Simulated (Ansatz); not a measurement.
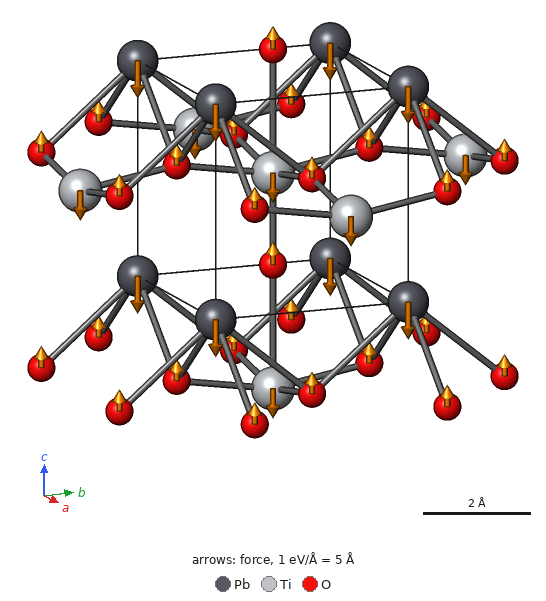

Starting geometry of crystalline TiPbO3 (set up in P4mm) with the computed forces as orange arrows. A ball-and-stick model of the cell of the calculation, seen slightly off an axis.

The start is a measured structure.

Theory: Ansatz, DFT, PAW plane waves, r2SCAN.

The input:
```yaml
crystal:
  lattice:
    - [3.9184813, 0.0, 0.0]
    - [0.0, 3.9184813, 0.0]
    - [0.0, 0.0, 4.17042099]
  atoms:
    - { symbol: Pb, position: [0.0, 0.0, 0.0] }
    - { symbol: Ti, position: [0.5, 0.5, 0.5382] }
    - { symbol: O, position: [0.5, 0.5, 0.113] }
    - { symbol: O, position: [0.5, 0.0, 0.615] }
    - { symbol: O, position: [0.0, 0.5, 0.615] }
  symmetry: { tolerance: 0.0003 }
kpoints:
  mp_grid: { grid: [7, 7, 6], shift: [0, 0, 0] }
magnetization:
  spin_polarized: false
scf:
  occupations: { method: fermi_dirac }
  lower_state_search: "off"
hamiltonian:
  pseudopotentials: { kind: paw }
  xc: r2scan
basis:
  ecutwfc: 500
  fft_grid_basis: typed
relax:
  max_steps: 40
  cell: { p_target: 5.0 }
output:
  forces: true
  stress: true
  eigenvalues: true
  bader: true
  populations: true
  elf: true
  write_potential: true
  volumetric_format: npy
  dos:
    e_range: [-12, 8]
    de: 0.05
    projected: { site_lists: { O: [O], Pb: [Pb], Ti: [Ti] } }
  write_density: true
checkpoint:
  read: saved_state
```

Command:
```bash
ansatz run input.yaml --threads 2 --pin off --max-ram 3584MiB --backend cpu --events-out ev --progress --plain --runs-dir out
```

> Is this structure relaxed? If not, where do the atoms go?

It isn't relaxed: the largest force vector, on Pb1, is 0.15 eV/Å. Measured relative to the changing cell, the final displacements run against the starting forces (cosine between the two patterns −0.88). Pb1 moves most relative to the cell: 0.044 Å along +c. By element the largest moves are Pb 0.044 Å, O 0.042 Å, Ti 0.016 Å. Cell: a = b 3.918 → 3.875 Å (−1.1 %), c 4.170 → 4.058 Å (−2.7 %). Volume −4.8 %. Among the contacts that change: Ti2–O3 2.397 → 2.274 Å, Ti2–O4 1.985 → 1.959 Å, Pb1–O4 2.533 → 2.522 Å, Ti2–O3 (another image) 1.773 → 1.784 Å. The space group stays P4mm (No. 99). Over 7 accepted moves (9 points after the start) the energy rises by 7.6 meV per atom. With the target pressure of 5 GPa, the enthalpy E + pV changes by −11.8 meV per atom. The largest force component goes from 0.15 to 0.0013 eV/Å. The pressure goes from −1.69 to 5.02 GPa. The line search rejected the trial step at point 4 of the run. The SCF was repeated once at an unchanged geometry on a basis and grid sized afresh for the cell, which shifted the energy by 0.3 meV per atom at most.
